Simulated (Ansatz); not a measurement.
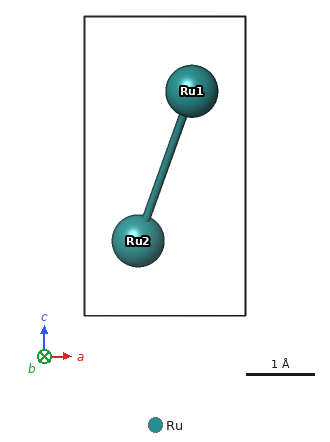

The structure as given in the input (ball-and-stick view of the cell of the calculation, along the b axis; atoms are numbered from 1 in the order of the input). An atom can appear more than once, as a periodic image. Near neighbours in the periodic cell (some may lie outside the picture): Ru has 12 Ru at 2.73 to 2.76 Å.

## From Ru to Rh

System: Ru (P6₃/mmc, 2 atoms in the cell).
Method of run 1: DFT r2SCAN, scalar-relativistic, plane waves, PAW, no spin polarisation (Ansatz 0.2.0).
System of run 2: Rh (2 atoms in the cell).

On run 1: The structure was made by swapping elements on the sites of another compound; it need not be a known phase. On run 2: The structure derives from a Materials Project entry. Text and figures count atoms from 1; the logs count them from 0 in places.

## Input, run 1
```yaml
crystal:
  lattice:
    - [2.7553266055, 0.0, 0.0]
    - [-1.3776633027, 2.3861828361, 0.0]
    - [0.0, 0.0, 4.4317463204]
  atoms:
    - { symbol: Ru, position: [0.6666666667, 0.3333333333, 0.75] }
    - { symbol: Ru, position: [0.3333333333, 0.6666666667, 0.25] }
basis:
  ecutwfc: 500
kpoints:
  mp_grid: { grid: [6, 6, 4] }
hamiltonian:
  xc: r2scan
scf:
  occupations: { method: gaussian, width: 0.1 }
output:
  forces: true
  stress: true
  eigenvalues: true
```

Launched with:
```bash
ansatz run input.yaml --threads 1 --pin off --max-ram 2560MiB --backend cpu --events-out ev --progress --plain --runs-dir out
```

Hardware: 1 thread of Intel Xeon @ 2.50GHz (Skylake/Cascade Lake), 189 GiB of memory available, shared host.

## Output, shortened to warnings, some set-up lines, iterations and results (run 1)
```
Basis set: ecut = 500 eV, 713 PW (Γ), exchange–correlation on 96×96×144 points (64 copies of the dense FFT grid, shifted against one another)
Symmetry: 24 space group operations
k-points: 21 of 144
Initial density: superposition of atomic densities (neutral atoms: chi_scale 0, normalization atom), corrected by the library's trained network
[...]
SCF iter   1: F=—  HF=-11781.148583 eV  |F-HF|=—  |Δ(HF+E_count)|=         —  Δρ=1.07e-2  dr2=9.54e-3  dr2_τ=1.52e-2  ethr=1.77e-3  ⟨swp⟩=4.9  Hψ=1686  notcnv=0
SCF iter   2: F=—  HF=-11781.172322 eV  |F-HF|=—  |Δ(HF+E_count)|=   2.37e-2  Δρ=6.19e-3  dr2=2.84e-3  dr2_τ=2.04e-4  ethr=2.98e-5  ⟨swp⟩=2.0  Hψ=965  notcnv=0
SCF iter   3: F=—  HF=-11781.175462 eV  |F-HF|=—  |Δ(HF+E_count)|=   3.14e-3  Δρ=8.45e-4  dr2=1.34e-4  dr2_τ=2.82e-5  ethr=8.88e-6  ⟨swp⟩=2.0  Hψ=586  notcnv=0
SCF iter   4: F=—  HF=-11781.175564 eV  |F-HF|=—  |Δ(HF+E_count)|=   1.03e-4  Δρ=2.90e-4  dr2=1.33e-5  dr2_τ=2.58e-6  ethr=4.20e-7  ⟨swp⟩=2.0  Hψ=753  notcnv=0
SCF iter   5: F=—  HF=-11781.175601 eV  |F-HF|=—  |Δ(HF+E_count)|=   3.63e-5  Δρ=7.83e-5  dr2=1.03e-6  dr2_τ=1.61e-7  ethr=4.15e-8  ⟨swp⟩=2.0  Hψ=756  notcnv=0
SCF iter   6: F=—  HF=-11781.175603 eV  |F-HF|=—  |Δ(HF+E_count)|=   1.91e-6  Δρ=2.26e-5  dr2=1.01e-7  dr2_τ=6.80e-9  ethr=3.21e-9  ⟨swp⟩=2.1  Hψ=606  notcnv=0
SCF iter   7: F=-11781.175603 eV  HF=-11781.175603 eV  |F-HF|=6.28e-9  |Δ(HF+E_count)|=   7.87e-8  Δρ=4.14e-6  dr2=3.22e-9  dr2_τ=2.17e-10  ethr=3.13e-10  ⟨swp⟩=5.2  Hψ=1585  …
SCF 1 converged in 7 iterations: F = -11781.175603 eV  dr2 = 3.22e-9
SCF converged after 7 iterations
Free energy (F): -11781.175603 eV
Harris-Foulkes:  -11781.175603 eV  (|F-HF|=6.28e-9)
Internal energy: -11781.159009 eV  (E = F + TS)
E sigma→0 (E₀):  -11781.167306 eV
Entropy (-TS):   -0.016594 eV (-8.297 meV/atom)
Fermi energy:    21.644192 eV
--- Per-component energies (eV) ---
  E_band       = -194.341171
  E_kinetic    = 1022.436169
  E_local      = -2658.623668  (includes V_loc(G=0)·N_el)
  E_nonlocal   = 685.434631
  E_hartree    = 852.876605
  E_xc         = -366.229751
  E_vxc        = -530.478303  (∫ρ·V_xc dr)
  E_paw        = -6957.397915  (= ΣΔE_a)
  E_vpaw       = -456.260738  (= ΣTr[D̂ρ^β])
  E_aug_tail   = 0.000192  (compensation charges beyond the density's cutoff)
  E_vtau       = 37.395912  (kinetic-family band-sum trace: ∫τ·v_τ [+ j·A + Jᵃ·Aᵃ] dr)
  E_ewald      = -4359.033360
  E_core_change = -0.621911  (= ΣΔE_core)
  E_smearing   = -0.016594  (= −TS)
  E_closure    = -0.000000  (closes the sum)
  Σ components = -11781.175603   (vs F -11781.175603, Δ=0.00e0)
--- Forces (eV/Å), atoms counted from 1 ---
  atom   1  Ru     0.00000000    -0.00000000     0.00000000
  atom   2  Ru    -0.00000000     0.00000000    -0.00000000
  max |Σ_I F_I| component: 0.00e0 eV/Å
--- Stress (GPa, compression-positive) ---
      -16.777118       0.000000      -0.000000
        0.000000     -16.777118       0.000000
       -0.000000       0.000000     -29.080540
  P = ⅓ Tr σ = -20.8783 GPa (-208.783 kbar)
```

For run 2 the input was changed thus:
```diff
-    - [2.7553266055, 0.0, 0.0]
-    - [-1.3776633027, 2.3861828361, 0.0]
-    - [0.0, 0.0, 4.4317463204]
+    - [2.7309790422, 0.0, 0.0]
+    - [-1.3654895211, 2.3650972278, 0.0]
+    - [0.0, 0.0, 4.428489]
-    - { symbol: Ru, position: [0.6666666667, 0.3333333333, 0.75] }
-    - { symbol: Ru, position: [0.3333333333, 0.6666666667, 0.25] }
+    - { symbol: Rh, position: [0.66666667, 0.33333333, 0.75] }
+    - { symbol: Rh, position: [0.33333333, 0.66666667, 0.25] }
```

How does run 2 compare with run 1?

The total energies belong to different systems, so their difference says nothing on which is more stable or more accurate. The pressure goes from −20.88 to −9.60 GPa. The volume per atom goes from 14.57 to 14.30 Å³. The number of SCF iterations is the same.

## Output, shortened to warnings, some set-up lines, iterations and results (run 2)
```
Basis set: ecut = 500 eV, 713 PW (Γ), exchange–correlation on 80×80×144 points (64 copies of the dense FFT grid, shifted against one another)
Symmetry: 24 space group operations
k-points: 21 of 144
Initial density: superposition of atomic densities (neutral atoms: chi_scale 0, normalization atom), corrected by the library's trained network
[...]
SCF iter   1: F=—  HF=-12830.376038 eV  |F-HF|=—  |Δ(HF+E_count)|=         —  Δρ=1.66e-2  dr2=1.78e-2  dr2_τ=1.11e-2  ethr=1.77e-3  ⟨swp⟩=4.9  Hψ=1782  notcnv=0
SCF iter   2: F=—  HF=-12830.395358 eV  |F-HF|=—  |Δ(HF+E_count)|=   1.93e-2  Δρ=9.37e-3  dr2=6.71e-3  dr2_τ=6.05e-4  ethr=5.24e-5  ⟨swp⟩=2.0  Hψ=840  notcnv=0  defer=1
SCF iter   3: F=—  HF=-12830.397295 eV  |F-HF|=—  |Δ(HF+E_count)|=   1.94e-3  Δρ=1.89e-3  dr2=8.04e-4  dr2_τ=1.08e-4  ethr=1.97e-5  ⟨swp⟩=2.0  Hψ=631  notcnv=0  defer=1
SCF iter   4: F=—  HF=-12830.397170 eV  |F-HF|=—  |Δ(HF+E_count)|=   1.25e-4  Δρ=6.28e-4  dr2=5.20e-5  dr2_τ=1.32e-5  ethr=2.37e-6  ⟨swp⟩=2.1  Hψ=708  notcnv=0  defer=1
SCF iter   5: F=—  HF=-12830.397202 eV  |F-HF|=—  |Δ(HF+E_count)|=   3.18e-5  Δρ=1.93e-4  dr2=3.15e-6  dr2_τ=3.84e-7  ethr=1.53e-7  ⟨swp⟩=2.5  Hψ=774  notcnv=0  defer=1
SCF iter   6: F=—  HF=-12830.397210 eV  |F-HF|=—  |Δ(HF+E_count)|=   8.50e-6  Δρ=3.37e-5  dr2=1.19e-7  dr2_τ=2.01e-8  ethr=9.27e-9  ⟨swp⟩=2.2  Hψ=718  notcnv=0  defer=1
SCF iter   7: F=-12830.397210 eV  HF=-12830.397210 eV  |F-HF|=4.37e-8  |Δ(HF+E_count)|=   2.36e-7  Δρ=7.50e-6  dr2=1.04e-8  dr2_τ=5.50e-10  ethr=2.94e-10  ⟨swp⟩=5.6  Hψ=1771  …
SCF 1 converged in 7 iterations: F = -12830.397210 eV  dr2 = 1.04e-8
SCF converged after 7 iterations
Free energy (F): -12830.397210 eV
Harris-Foulkes:  -12830.397210 eV  (|F-HF|=4.37e-8)
Internal energy: -12830.384580 eV  (E = F + TS)
E sigma→0 (E₀):  -12830.390895 eV
Entropy (-TS):   -0.012630 eV (-6.315 meV/atom)
Fermi energy:    21.075265 eV
--- Per-component energies (eV) ---
  E_band       = -237.153034
  E_kinetic    = 1143.763123
  E_local      = -3225.729595  (includes V_loc(G=0)·N_el)
  E_nonlocal   = 710.969276
  E_hartree    = 1133.714415
  E_xc         = -432.492088
  E_vxc        = -626.617911  (∫ρ·V_xc dr)
  E_paw        = -7208.372070  (= ΣΔE_a)
  E_vpaw       = -549.407171  (= ΣTr[D̂ρ^β])
  E_aug_tail   = 0.001376  (compensation charges beyond the density's cutoff)
  E_vtau       = 42.438208  (kinetic-family band-sum trace: ∫τ·v_τ [+ j·A + Jᵃ·Aᵃ] dr)
  E_ewald      = -4951.499097
  E_core_change = -0.739919  (= ΣΔE_core)
  E_smearing   = -0.012630  (= −TS)
  E_closure    = 0.000000  (closes the sum)
  Σ components = -12830.397210   (vs F -12830.397210, Δ=0.00e0)
--- Forces (eV/Å), atoms counted from 1 ---
  atom   1  Rh     0.00000000     0.00000000    -0.00000000
  atom   2  Rh     0.00000000    -0.00000000     0.00000000
  max |Σ_I F_I| component: 0.00e0 eV/Å
--- Stress (GPa, compression-positive) ---
       -7.700059       0.000000      -0.000000
        0.000000      -7.700059      -0.000000
       -0.000000      -0.000000     -13.394693
  P = ⅓ Tr σ = -9.5983 GPa (-95.983 kbar)
```

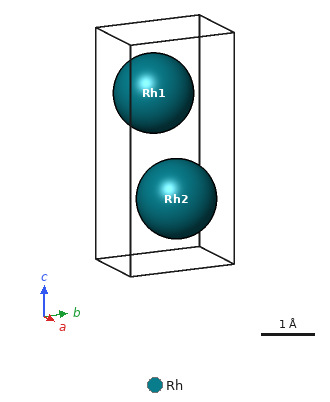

The input structure of run 2 (spheres-only view of the cell of the calculation, seen slightly off an axis; atoms are numbered from 1 in the order of the input). An atom can appear more than once, as a periodic image.

## The two runs side by side

| quantity | run 1 | run 2 |
| --- | --- | --- |
| outcome | converged | converged |
| free energy per atom (eV) | −5890.5878 | −6415.1986 |
| energy per atom, smearing taken to zero (eV) | −5890.5837 | −6415.1954 |
| gap on the mesh (eV) | 0.00 | 0.00 |
| pressure (GPa) | −20.88 | −9.60 |
| volume per atom (Å³) | 14.57 | 14.30 |
| largest force (eV/Å) | 0.000 | 0.000 |
| SCF iterations | 7 | 7 |
| irreducible k-points | 21 | 21 |
| plane waves at Γ | 713 | 713 |
| wall time (shared host) | 4 s | 4.1 s |

For run 1: The cell is under a tension of 21 GPa at this level, so it is not at its equilibrium volume. For run 2: The cell is under a tension of 9.6 GPa at this level, so it is not at its equilibrium volume.
